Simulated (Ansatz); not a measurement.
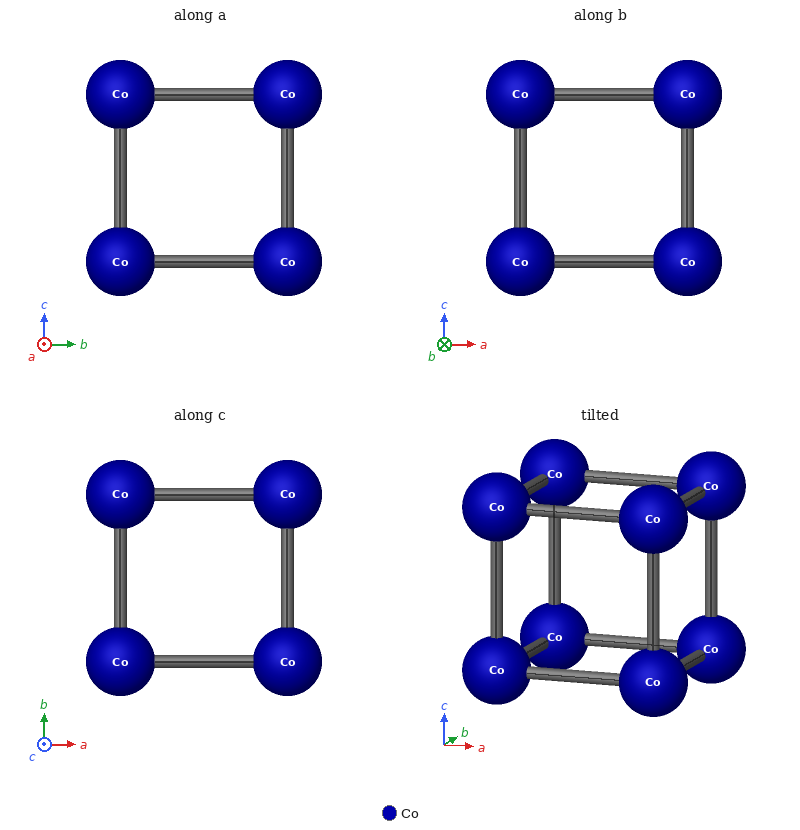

View along the a axis, along the b axis, along the c axis and slightly off an axis, drawn as a ball-and-stick model. The lines enclose the conventional unit cell; boundary atoms appear with their images.

Lattice parameters: a = 2.250 Å, b = 2.250 Å, c = 2.250 Å, α = 90.00°, β = 90.00°, γ = 90.00°.

Q: Set out the cell and atoms as a table of Wyckoff sites.

A: Space group Pm-3m (No. 221).
| atom | site | x | y | z |
| --- | --- | --- | --- | --- |
| Co | 1a | 0.0000 | 0.0000 | 0.0000 |

Provenance: a structure type filled with this element by a generator (whether the element takes this form wasn't checked). Earlier steps of the study may have refined or changed the cell and positions. It went into a calculation with Ansatz.
